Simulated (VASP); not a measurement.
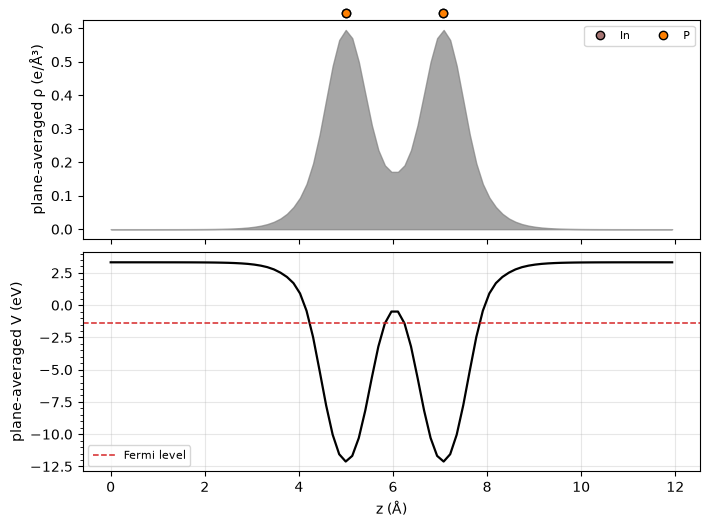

*InP (slab). Plane average of the electrostatic potential (local pseudopotential plus Hartree) felt by an electron and of the valence electron density across the slab. Circles mark the heights of the atoms.*

Not relaxed (largest force 1.2 eV/Å).

Theory: VASP 6.6.1, Kohn-Sham DFT of a periodic cell, LDA, VASP PAW LDA potentials, recommended.

The density is the valence pseudo-density of a PAW calculation; it isn't the true density close to the nuclei.

### How far above the Fermi level of the calculation is the vacuum level?

4.7 eV. The slab has a gap, so the Fermi level lies inside it and this isn't a work function in the metallic sense.

### How thick is the slab, and how wide the vacuum?

The outermost nuclei are 2.1 Å apart, in 2 atomic planes; the vacuum between periodic images is 10.0 Å wide.
